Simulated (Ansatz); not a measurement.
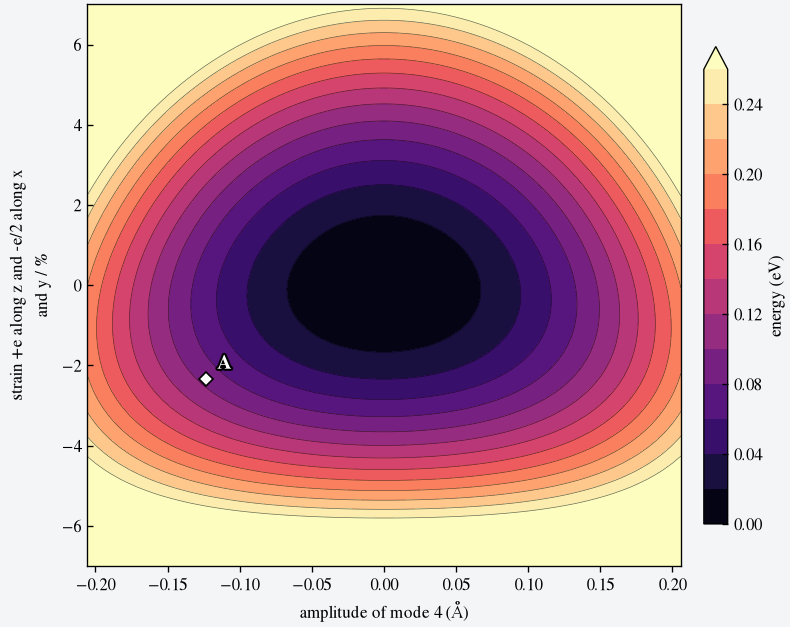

Al3Cu2 (P-3m1, No. 164; 5 atoms in the cell). The energy is mapped over a normal mode and a strain (zone-centre modes of the 5-atom cell of this scan) (x along [1 0 0], y along [1 2 0], z along [0 0 1] of the conventional cell). The first coordinate is: amplitude of mode 4 (128 cm⁻¹), largest displacement in the unstrained cell; the second: strain +e along z and -e/2 along x and y. Nothing is relaxed (the pattern is fixed in fractional coordinates). The scan uses an 11 × 7 grid; 42 points were computed and 35 follow by symmetry. Points are written as (first, second). All energies are given in eV per cell relative to the lowest grid point. The calculation used DFT LDA, scalar-relativistic, plane waves, PAW in Ansatz. Settings: cutoff 520 eV, k-mesh 12×12×8 in the order of the run's cell vectors, gaussian smearing 0.15 eV, no spin polarisation.

The picture shows filled contours, one colour for all values above the top of the scale, the point A. Between grid points the surface is interpolated.

### Which way does the force act at A, and how strong is it?

A, at (−0.124 Å, −2.33 %), is not a stationary point. The computed force is 0.91 eV for each Å towards larger values of the first coordinate and 0.027 eV for each 1 % towards larger values of the second coordinate.

PAW datasets: the set soft_1.
